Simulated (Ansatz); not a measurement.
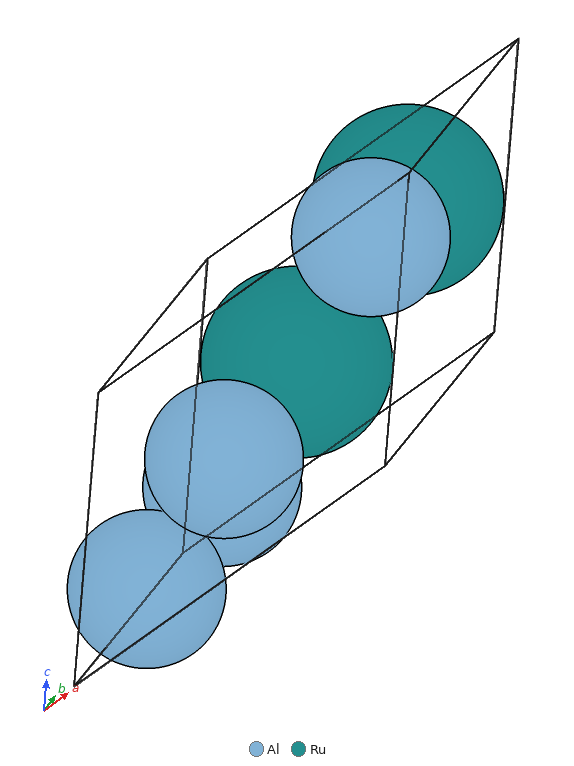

An orthographic space-filling view of the structure, from a general direction. One simulation cell is framed, with atoms on its boundary repeated.

Input deck:
```yaml
crystal:
  lattice:
    - [0.0, 3.92783332, 4.3193031585]
    - [2.315310556, 0.0, 4.3193031585]
    - [2.315310556, 3.92783332, 0.0]
  atoms:
    - { symbol: Al, position: [0.0789481736, 0.4210518264, 0.0789481736] }
    - { symbol: Al, position: [0.4210518264, 0.0789481736, 0.4210518264] }
    - { symbol: Al, position: [0.1710518264, 0.8289481736, 0.1710518264] }
    - { symbol: Al, position: [0.8289481736, 0.1710518264, 0.8289481736] }
    - { symbol: Ru, position: [0.75, 0.75, 0.75] }
    - { symbol: Ru, position: [0.5, 0.5, 0.5] }
basis:
  ecutwfc: 420
kpoints:
  mp_grid: { grid: [10, 10, 10] }
hamiltonian:
  xc: pbesol
scf:
  occupations: { method: gaussian, width: 0.03 }
output:
  forces: true
  stress: true
  eigenvalues: true
```
Run as:
```sh
ansatz run input.yaml --threads 2 --pin off --max-ram 5120MiB --backend cpu --events-out ev --progress --plain --runs-dir out
```

Method used: Ansatz 0.2.0, DFT PBEsol, scalar-relativistic, plane waves, PAW. It ran with E_cut = 420 eV, k-points on a 10×10×10 grid, Gaussian smearing of 0.03 eV, no spin polarisation.

Predict the gap.

A semiconductor at this level, with a gap of 0.10 eV on the k-mesh (the true edges may lie between mesh points, so the gap can be somewhat smaller).

Which way would the volume go on relaxing?

The computed pressure is 9.1 GPa (compressed: it would expand). The stress isn't hydrostatic: its largest component is 9.7 GPa.

Source of the structure: a structure listed in the Materials Project. The cell was then strained or its atoms displaced on purpose. A calculation with Ansatz used it as input.

At this level of theory the run's own cell isn't at rest (compressed, at 9 GPa), so its distances can differ from those at equilibrium, the more so the softer the solid.
